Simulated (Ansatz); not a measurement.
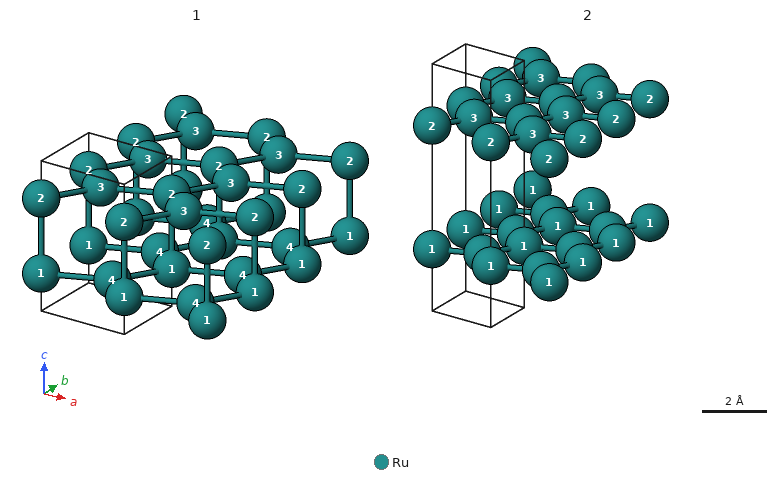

Two geometries of a crystal of Ru (built on the graphite_194 type) (coarse preliminary run), drawn at one scale. One is the start of a relaxation, the other its converged end. Style: ball-and-stick. Shown: the cell of the calculation, repeated 2 × 3 × 1 with one cell outlined, slightly off an axis.

Computed with Ansatz, DFT PBE, scalar-relativistic, plane waves, PAW. Set-up: plane-wave cutoff 420 eV; k-point mesh 6 × 6 × 2; occupations gaussian; smearing width 0.1 eV; no spin polarisation; cell and atoms relaxed; force threshold 0.04 eV/Å; at most 70 steps.

### Which of the two is the end point?

Structure 1 is the relaxed one. Case: graphite type (P6_3/mmc, No. 194). The atoms keep their places relative to the cell (all moves are under 0.005 Å). The volume changes by +22.1 %, with a = b 2.915 → 4.134 Å (+41.8 %), c 7.940 → 4.820 Å (−39.3 %). Among the contacts that change: Ru1–Ru2 3.970 → 2.410 Å, Ru1–Ru1 2.915 → 4.134 Å, Ru1–Ru4 1.683 → 2.387 Å. New bonds form: Ru1–Ru2 (3.97 → 2.41 Å). The space group stays P6_3/mmc (No. 194). Over 18 accepted moves (20 points after the start) the energy falls by 15757 meV per atom. All forces vanish by symmetry, so only the cell relaxes. The pressure goes from 477.76 to 0.15 GPa. The SCF was repeated twice at an unchanged geometry on a basis and grid sized afresh for the cell, which shifted the energy by 500 meV per atom at most.

Limits of the set-up: the k-point mesh is coarse for a cell with partly filled bands.
